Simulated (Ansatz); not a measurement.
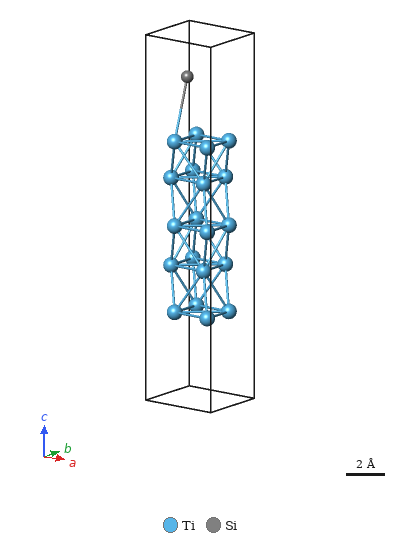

Fig. 1: The structure as given in the input (ball-and-stick view of the cell of the calculation, with the vacuum cut short, seen slightly off an axis). An atom can appear more than once, as a periodic image. Near neighbours in the periodic cell (some may lie outside the picture): Ti has 9 Ti at 2.73 to 2.89 Å; Ti has 12 Ti at 2.73 to 2.89 Å; Ti has 1 Si at 3.50 Å and 9 Ti at 2.73 to 2.89 Å; Si has 1 Ti at 3.50 Å.

Single-point calculation of Ti20Si (part 1 of 2)

Ti20Si (slab, 21 atoms in the cell), computed with DFT PBE+D3(BJ), scalar-relativistic, plane waves, PAW, PAW set soft_1, no spin polarisation (Ansatz 0.2.0).

The structure derives from an entry of the Crystallography Open Database. Figures and captions count atoms from 1; the log counts them from 0 in places.

**What the program printed**
```
Engine: ansatz 0.2.0, aarch64-unknown-linux-gnu
Pseudopotentials: kind: paw
Pseudopotential: Ti, paw, valence charge 12, recommended cutoff 420 eV (normal), [file]
Pseudopotential: Si, paw, valence charge 4, recommended cutoff 420 eV (normal), [file]
Functional definition: PBE
  parameter kappa = 0.804
  parameter beta = 0.06672455060314922
  exchange = pbe_x(kappa = kappa, mu = beta*pi^2/3)
  correlation = pbe_c(beta = beta)
Crystal: 21 atoms, lattice volume = 765.080 Å³
Basis set: ecut = 420 eV, 15017 PW (Γ), exchange–correlation on 80×80×360 points (8 copies of the dense FFT grid, shifted against one another)
Bands: 147, of which v1, the nominal top of the filled ones, is band 122 counted from 1 (121 counted from 0)
Symmetry: 2 space group operations
Space group: Cm (ITA 8), of the structure as read, at distance tolerance 9.1e-5 Å
k-points: 13 of 36 (time reversal used)
Non-local potential: Ti, projectors of the file, l = 0: 3, l = 1: 2, l = 2: 3, l = 3: 1
Non-local potential: Si, projectors of the file, l = 0: 2, l = 1: 2, l = 2: 1
PAW form: soft (Blöchl's): semilocal exchange-correlation on the pseudo side does not see the compensation charge
PAW one-centre angular grid: Ti, 590 points (default); XC on 64 Gauss nodes
PAW one-centre angular grid: Si, 110 points (default); XC on 64 Gauss nodes
Initial density: superposition of atomic densities (neutral atoms: chi_scale 0, normalization atom)
Initial wavefunctions: pseudopotential atomic-orbital guess
Functional: x = pbe(κ = 0.804, μ = 0.2195149727645171), c = pbe(β = 0.06672455060314922)
SCF iter   1: F=—  HF=-50650.966304 eV  |F-HF|=—  |Δ(HF+E_count)|=         —  Δρ=6.20e-2  dr2=5.87e2  ethr=3.10e-3  p=0.000 e·Å  D=7.99e-8 V/Å  ΔV_dip=-0.00 eV  dr2_dipole=1.06e1  V_vac-E_F(+/−)=8.29/8.29 eV  ⟨swp⟩=9.2  Hψ=8908  notcnv=0
efield: sawtooth ramp at fractional position 0.8669 (placed from the atoms, in the widest stretch of the axis that holds none; the zero of the levels goes with the place), width 0.0400; the density the first Hamiltonian is built on has a dipole p = 0.000 e·Å; the dipole correction subtracts the counter field D = 7.99e-8 V/Å, which shifts the + side's vacuum level by -0.00 eV against the − side's; the planar-averaged density in the ramp window peaks in size at 6.5e-7 e/Å³
preconditioner: auto → LDOS  [metal: Δε(μ)=0.030 eV  Ē_g=2.764 eV  σ=0.100 eV  W_gap=0.17  n_scr=138 (ndim 8)  ℏωp=12.3 eV  f_vac=0.444  D(μ)=36.61/eV (n_scr^D=342)  β→1.0]
SCF iter   2: F=—  HF=-50710.963584 eV  |F-HF|=—  |Δ(HF+E_count)|=    6.00e1  Δρ=9.46e-2  dr2=4.86e3  ethr=3.10e-3  p=1.168 e·Å  D=2.76e-1 V/Å  ΔV_dip=-7.32 eV  dr2_dipole=3.55e3  V_vac-E_F(+/−)=-4.88/2.45 eV  ⟨swp⟩=27.5  Hψ=35267  notcnv=0  defer=142  recentre
SCF iter   3: F=—  HF=-50638.834209 eV  |F-HF|=—  |Δ(HF+E_count)|=    7.21e1  Δρ=4.15e-2  dr2=3.19e2  ethr=3.10e-3  p=0.064 e·Å  D=1.50e-2 V/Å  ΔV_dip=-0.40 eV  dr2_dipole=9.57e0  V_vac-E_F(+/−)=7.18/7.53 eV  ⟨swp⟩=22.5  Hψ=18287  notcnv=0  defer=72
SCF iter   4: F=—  HF=-50631.329827 eV  |F-HF|=—  |Δ(HF+E_count)|=    7.50e0  Δρ=1.62e-2  dr2=2.60e1  ethr=3.10e-3  p=-1.024 e·Å  D=-2.42e-1 V/Å  ΔV_dip=6.42 eV  dr2_dipole=1.75e0  V_vac-E_F(+/−)=12.02/5.67 eV  ⟨swp⟩=11.8  Hψ=7814  notcnv=0  defer=89
SCF iter   5: F=—  HF=-50630.574324 eV  |F-HF|=—  |Δ(HF+E_count)|=   7.56e-1  Δρ=1.89e-2  dr2=3.72e1  ethr=3.10e-3  p=-0.795 e·Å  D=-1.88e-1 V/Å  ΔV_dip=4.98 eV  dr2_dipole=4.18e0  V_vac-E_F(+/−)=9.79/4.85 eV  ⟨swp⟩=8.3  Hψ=4362  notcnv=0  defer=84
SCF iter   6: F=—  HF=-50629.705296 eV  |F-HF|=—  |Δ(HF+E_count)|=   8.69e-1  Δρ=1.42e-2  dr2=1.70e1  ethr=3.10e-3  p=-0.141 e·Å  D=-3.33e-2 V/Å  ΔV_dip=0.88 eV  dr2_dipole=1.06e0  V_vac-E_F(+/−)=5.44/4.58 eV  ⟨swp⟩=3.9  Hψ=3415  notcnv=0  defer=80
SCF iter   7: F=—  HF=-50629.461962 eV  |F-HF|=—  |Δ(HF+E_count)|=   2.43e-1  Δρ=8.27e-3  dr2=3.48e0  ethr=3.10e-3  p=0.326 e·Å  D=7.71e-2 V/Å  ΔV_dip=-2.04 eV  dr2_dipole=1.10e-1  V_vac-E_F(+/−)=2.80/4.82 eV  ⟨swp⟩=4.1  Hψ=2684  notcnv=0  defer=79
SCF iter   8: F=—  HF=-50629.681762 eV  |F-HF|=—  |Δ(HF+E_count)|=   2.20e-1  Δρ=8.64e-3  dr2=7.82e0  ethr=1.43e-3  p=0.411 e·Å  D=9.71e-2 V/Å  ΔV_dip=-2.57 eV  dr2_dipole=7.58e-1  V_vac-E_F(+/−)=2.41/4.96 eV  ⟨swp⟩=6.8  Hψ=3631  notcnv=0  defer=87  recentre
SCF iter   9: F=—  HF=-50629.426467 eV  |F-HF|=—  |Δ(HF+E_count)|=   2.55e-1  Δρ=6.11e-3  dr2=4.06e0  ethr=1.43e-3  p=0.236 e·Å  D=5.59e-2 V/Å  ΔV_dip=-1.48 eV  dr2_dipole=9.96e-1  V_vac-E_F(+/−)=3.31/4.78 eV  ⟨swp⟩=3.3  Hψ=2249  notcnv=0  defer=68
SCF iter  10: F=—  HF=-50629.319638 eV  |F-HF|=—  |Δ(HF+E_count)|=   1.07e-1  Δρ=4.11e-3  dr2=2.09e0  ethr=1.43e-3  p=0.075 e·Å  D=1.77e-2 V/Å  ΔV_dip=-0.47 eV  dr2_dipole=7.98e-1  V_vac-E_F(+/−)=4.23/4.70 eV  ⟨swp⟩=2.2  Hψ=2105  notcnv=0  defer=66
SCF iter  11: F=—  HF=-50629.295885 eV  |F-HF|=—  |Δ(HF+E_count)|=   2.38e-2  Δρ=3.28e-3  dr2=9.80e-1  ethr=8.58e-4  p=0.067 e·Å  D=1.59e-2 V/Å  ΔV_dip=-0.42 eV  dr2_dipole=3.89e-1  V_vac-E_F(+/−)=4.28/4.70 eV  ⟨swp⟩=1.8  Hψ=2099  notcnv=0  defer=64
SCF iter  12: F=—  HF=-50629.272916 eV  |F-HF|=—  |Δ(HF+E_count)|=   2.30e-2  Δρ=1.79e-3  dr2=3.72e-1  ethr=4.02e-4  p=0.032 e·Å  D=7.58e-3 V/Å  ΔV_dip=-0.20 eV  dr2_dipole=2.22e-1  V_vac-E_F(+/−)=4.36/4.56 eV  ⟨swp⟩=4.6  Hψ=2818  notcnv=0  defer=66
SCF iter  13: F=—  HF=-50629.264812 eV  |F-HF|=—  |Δ(HF+E_count)|=   8.10e-3  Δρ=7.18e-4  dr2=6.04e-2  ethr=1.53e-4  p=0.043 e·Å  D=1.01e-2 V/Å  ΔV_dip=-0.27 eV  dr2_dipole=3.11e-2  V_vac-E_F(+/−)=4.30/4.57 eV  ⟨swp⟩=3.2  Hψ=2829  notcnv=0  defer=64
SCF iter  14: F=—  HF=-50629.263338 eV  |F-HF|=—  |Δ(HF+E_count)|=   1.47e-3  Δρ=1.22e-4  dr2=1.30e-3  ethr=2.47e-5  p=0.045 e·Å  D=1.05e-2 V/Å  ΔV_dip=-0.28 eV  dr2_dipole=3.55e-4  V_vac-E_F(+/−)=4.30/4.58 eV  ⟨swp⟩=2.5  Hψ=2329  notcnv=0  defer=58
SCF iter  15: F=—  HF=-50629.263347 eV  |F-HF|=—  |Δ(HF+E_count)|=   8.69e-6  Δρ=4.19e-5  dr2=9.09e-5  ethr=5.34e-7  p=0.044 e·Å  D=1.04e-2 V/Å  ΔV_dip=-0.28 eV  dr2_dipole=2.79e-5  V_vac-E_F(+/−)=4.30/4.58 eV  ⟨swp⟩=4.1  Hψ=2516  notcnv=0  defer=58
SCF iter  16: F=—  HF=-50629.263409 eV  |F-HF|=—  |Δ(HF+E_count)|=   6.25e-5  Δρ=1.37e-5  dr2=4.98e-6  ethr=3.73e-8  p=0.044 e·Å  D=1.04e-2 V/Å  ΔV_dip=-0.27 eV  dr2_dipole=1.75e-7  V_vac-E_F(+/−)=4.30/4.57 eV  ⟨swp⟩=3.5  Hψ=2736  notcnv=0  defer=58
SCF iter  17: F=—  HF=-50629.263410 eV  |F-HF|=—  |Δ(HF+E_count)|=   5.85e-7  Δρ=8.48e-6  dr2=2.27e-6  ethr=2.04e-9  p=0.044 e·Å  D=1.03e-2 V/Å  ΔV_dip=-0.27 eV  dr2_dipole=8.54e-7  V_vac-E_F(+/−)=4.30/4.57 eV  ⟨swp⟩=4.5  Hψ=3444  notcnv=0  defer=58
SCF iter  18: F=—  HF=-50629.263410 eV  |F-HF|=—  |Δ(HF+E_count)|=   7.58e-8  Δρ=4.09e-6  dr2=5.57e-7  ethr=9.29e-10  p=0.043 e·Å  D=1.03e-2 V/Å  ΔV_dip=-0.27 eV  dr2_dipole=7.51e-8  V_vac-E_F(+/−)=4.30/4.57 eV  ⟨swp⟩=1.8  Hψ=2131  notcnv=0  defer=58
SCF iter  19: F=-50629.263410 eV  HF=-50629.263410 eV  |F-HF|=2.22e-8  |Δ(HF+E_count)|=   2.99e-8  Δρ=1.14e-6  dr2=4.12e-8  ethr=4.10e-11  p=0.043 e·Å  D=1.03e-2 V/Å  ΔV_dip=-0.27 eV  dr2_dipole=1.22e-10  V_vac-E_F(+/−)=4.30/4.57 eV  ⟨swp⟩=38.1  Hψ=23120  notcnv=0
SCF 1 converged in 19 iterations: F = -50629.263410 eV  dr2 = 4.12e-8
  greatest PAW one-centre occupation: 0.999 electrons in one spin orbital (limit 2), on the Ti atom at site 8 (counted from 0), in its partial waves of l = 0
```

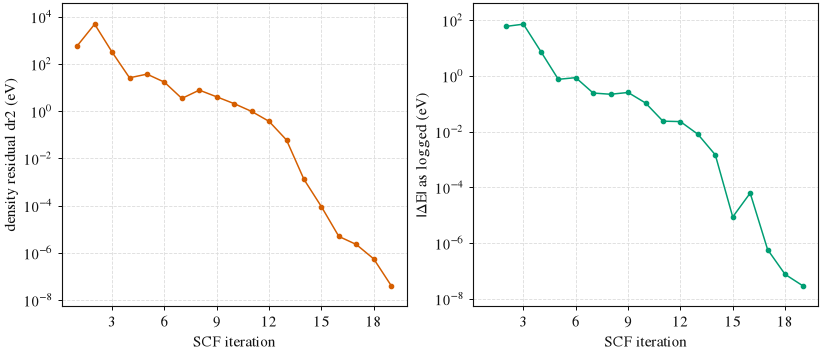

Fig. 2: Convergence of the self-consistent field: density residual dr2 and size of the energy change against the SCF iteration. The residual falls unevenly and jumps up by a factor of two or more 2 times on the way down.

```
WARN: The output density's exchange-correlation potential varies sharply where the density is thin. Do not read a vacuum level from v_tot or v_xc, or from such a field of the output density. On a cell that repeats whose density bears no net charge and no dipole along the vacuum's axis use v_es (v_loc + v_h of the components); under efield.dipole_correction with no amplitude use v_es + v_field, which holds any external_charges[].barrier, or the levels of the report's work_function block, which leave it out; under a non-zero efield.amplitude the vacuum is tilted and has no level; on a cell that repeats and bears such a dipole with no correction it is tilted too, and efield.dipole_correction with no amplitude gives each side of its ramp a level where efield: is served; in a cell that repeats whose density bears a net charge (total_charge, or a fill off its count) it is curved and has none; of a slab under crystal.periodic whose density bears no net charge use v_es, which has a level on each side, short of where the two are joined; of another it falls or rises all the way out and has none; of a slab beside external_charges read slab_vacuum_level instead, which it has where they leave it neutral. The grid or the basis barely resolves most such structure, and the values can differ between equally converged runs; as a rule a tighter scf.convergence.dr2_threshold does not remove it. Where the density itself ripples (under the LDA too) a higher basis.ecutwfc lessens it. The files hold the spikes' plane waves up to the density's cutoff. Files: v_tot_of_output_density and the like, and their columns of v_z.tsv (output.write_potential); v_xc_of_output_density and the like, and their columns of v_comp_z.tsv (output.write_potential_components). Measured: with its Gaussian average of σ = 0.25 Å subtracted twice, the exchange-correlation potential is over 0.1 eV at 1412 of the grid points where the equally averaged density (valence and model cores) is under 1e-3 e/Å³, and 0.805 eV at the most among them, at an averaged density of 1.2e-7 e/Å³. The input density's (outcome.potential() and, of a run that writes arrays, v_tot and v_xc) is over 0.1 eV, so measured, at 647 points of its own thin density, 0.330 eV at the most. See output.write_potential in the manual, Limitations
SCF converged after 19 iterations
Free energy (F): -50629.263410 eV
Harris-Foulkes:  -50629.263410 eV  (|F-HF|=2.22e-8)
Internal energy: -50629.091828 eV  (E = F + TS)
E sigma→0 (E₀):  -50629.177619 eV
Entropy (-TS):   -0.171582 eV (-8.171 meV/atom)
Fermi energy:    3.995079 eV
Dipole field:    D = 0.010249 V/Å  (p = 0.043335 e·Å, saw-weighted, corrected)
Work function:   Φ+ = 4.2992 eV   Φ− = 4.5709 eV
Levels:          The Fermi level and band energies are counted from a zero that moves with the ramp; work functions are not
--- Per-component energies (eV) ---
  E_band       = -5388.450870
  E_kinetic    = 5668.974719
  E_local      = -275917.562198  (includes V_loc(G=0)·N_el)
  E_nonlocal   = 1238.236122
  E_hartree    = 135027.000748
  E_xc         = -2373.189076
  E_vxc        = -2947.830666  (∫ρ·V_xc dr)
  E_paw        = -21358.985614  (= ΣΔE_a)
  E_vpaw       = -3488.078398  (= ΣTr[D̂ρ^β])
  E_aug_tail   = -0.001543  (compensation charges beyond the density's cutoff)
  E_efield     = 0.000222  (sawtooth field / dipole correction)
  E_vefield    = 3.838706  (∫n·V_field dr)
  E_ewald      = 107096.767699
  E_disp       = -10.332907  (pairwise vdW)
  E_smearing   = -0.171582  (= −TS)
  E_closure    = -0.000000  (closes the sum)
  Σ components = -50629.263410   (vs F -50629.263410, Δ=0.00e0)
--- Forces (eV/Å), atoms counted from 1 ---
  atom   1  Ti    -0.00000000     0.00143162     0.46599703
  atom   2  Ti    -0.00342882    -0.00106163     0.46877218
  atom   3  Ti    -0.00000000     0.00446023     0.46681680
  atom   4  Ti     0.00342882    -0.00106163     0.46877218
  atom   5  Ti    -0.00872333     0.00481712    -0.48330715
  atom   6  Ti     0.00000000    -0.01338413    -0.47318133
  atom   7  Ti     0.00872333     0.00481712    -0.48330715
  atom   8  Ti     0.00000000    -0.00580952    -0.47476580
  atom   9  Ti    -0.00000000     0.01257979     0.07009996
  atom  10  Ti     0.01682339    -0.00150544     0.04750726
  atom  11  Ti     0.00000000    -0.00214752     0.04259294
  atom  12  Ti    -0.01682339    -0.00150544     0.04750726
  atom  13  Ti    -0.06965197     0.01934862    -0.20604888
  atom  14  Ti     0.00000000    -0.04017284    -0.28771889
  atom  15  Ti     0.06965197     0.01934862    -0.20604888
  atom  16  Ti     0.00000000    -0.01098078    -0.14265369
  atom  17  Ti    -0.00000000     0.21900784     1.03207717
  atom  18  Ti     0.00805454    -0.12569914     0.69915098
  atom  19  Ti    -0.00000000     0.13419246     0.62641894
  atom  20  Ti    -0.00805454    -0.12569914     0.69915098
  atom  21  Si     0.00000000    -0.09097763    -2.37780247
  max |Σ_I F_I| component: 2.94e-5 eV/Å
--- Band table (eV; the first three rows and the last of 13) ---
```
